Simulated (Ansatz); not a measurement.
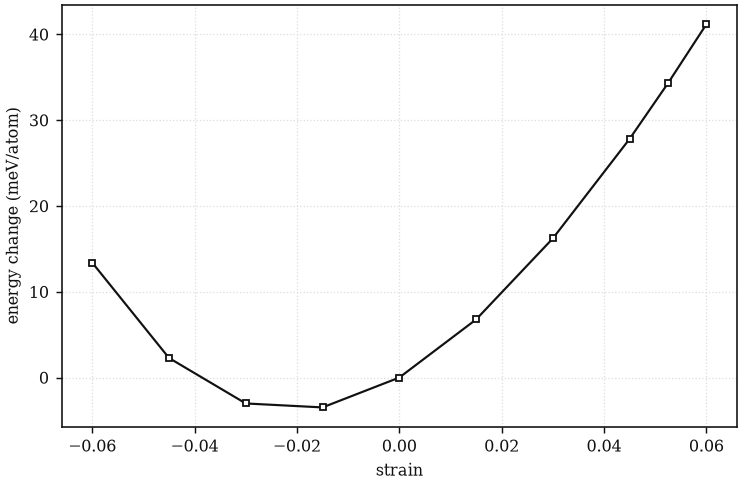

The plot gives the computed energy change against strain.

Computed with Ansatz 0.2.0: homogeneous strain of a crystal along one Voigt pattern with engineering shear, fractional coordinates fixed, by plane-wave density functional theory with PAW datasets, free energies less that of the undisturbed cell, pressure positive in compression; scalar-relativistic. Level: PBEsol, no spin polarisation.

For which of these solids was it computed?
A. Ta, P6_3/mmc (No. 194), 18.1 Å³/atom, strain pattern [0, 0, 1, 0, 0, 0]
B. MgO, Fm-3m (No. 225), 9.7 Å³/atom, strain pattern [1, 0, 0, 0, 0, 0]
C. Cu, I4/mmm (No. 139), 11.5 Å³/atom, strain pattern [1, 0, 0, 0, 0, 0]
D. Sn, Im-3m (No. 229), 27.2 Å³/atom, strain pattern [0, 0, 0, 0, 0, 1]

B, MgO: energy change from −3.48 meV/atom to 41.18 meV/atom. The others give: Ta, energy change from 0.00 meV/atom to 68.73 meV/atom; Sn, energy change from 0.00 meV/atom to 1.30 meV/atom; Cu, energy change from −0.30 meV/atom to 22.07 meV/atom.

For Cu, limits of the calculation: reference crystal is not relaxed.

For MgO, limits of the calculation: reference crystal is not relaxed.

For Sn, limits of the calculation: reference crystal is not relaxed.
